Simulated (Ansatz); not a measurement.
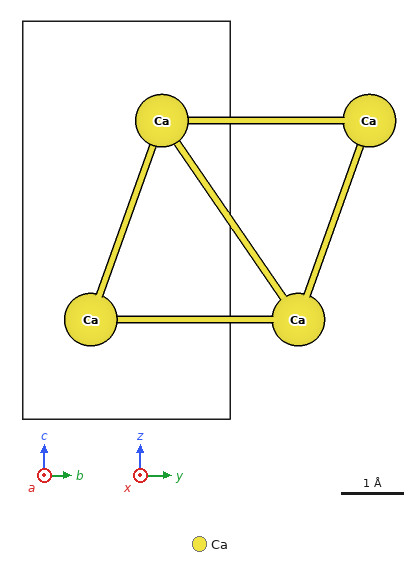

A scan of a crystal of Ca (Cmcm): the cell is strained in shear in the yz plane, with the atoms kept at their fractional coordinates. x, y and z are the Cartesian axes of the input. The picture shows the reference cell. Style: ball-and-stick. Shown: the cell of the calculation, reduced to other axes, repeated 2 × 2 × 1 with one cell outlined, along the a axis. Lengths and directions refer to the drawn axes.

Level of theory: DFT LDA, scalar-relativistic, plane waves, PAW (Ansatz). (plane-wave cutoff 420 eV; k-point mesh 14 × 14 × 8; occupations gaussian; smearing width 0.15 eV; no spin polarisation). Energies (free energies at the smearing named) are counted from the cell as listed in its source, which wasn't relaxed.

Input
```yaml
crystal:
  lattice:
    - [1.971275995, -3.39549018, 0.0]
    - [1.971275995, 3.39549018, 0.0]
    - [0.0, 0.0, 6.50911174]
  atoms:
    - { symbol: Ca, position: [0.8355866, 0.1644134, 0.25] }
    - { symbol: Ca, position: [0.1644134, 0.8355866, 0.75] }
basis:
  ecutwfc: 420
kpoints:
  mp_grid: { grid: [14, 14, 8] }
hamiltonian:
  xc: lda
scf:
  occupations: { method: gaussian, width: 0.15 }
output:
  forces: true
  stress: true
  eigenvalues: true
```

Command:
```bash
ansatz run input.yaml --threads 1 --pin off --max-ram 1228MiB --backend cpu --events-out ev --progress --plain --runs-dir out
```

Q: What energies does the calculation give (the strain: −0.100, −0.050, 0.000, 0.025, 0.075)?

A:
| engineering shear strain | ΔE (meV/atom) |
| --- | --- |
| −0.100 | 8.2 |
| −0.050 | 2.1 |
| 0.000 | 0.0 |
| 0.025 | 0.5 |
| 0.075 | 4.6 |

The lowest computed point lies at the strain 0.00 (0.0 meV/atom). The end points stand at 8.2 meV/atom (−0.10) and 4.6 meV/atom (0.075). The unrelaxed reference is under a pressure of −2.0 GPa. The distortion takes the space group from Cmcm to C2/m. At the strain −0.10 the cell of the drawing goes b 3.926 → 3.930 Å, c 6.509 → 6.517 Å, α 90.0° → 95.0°.
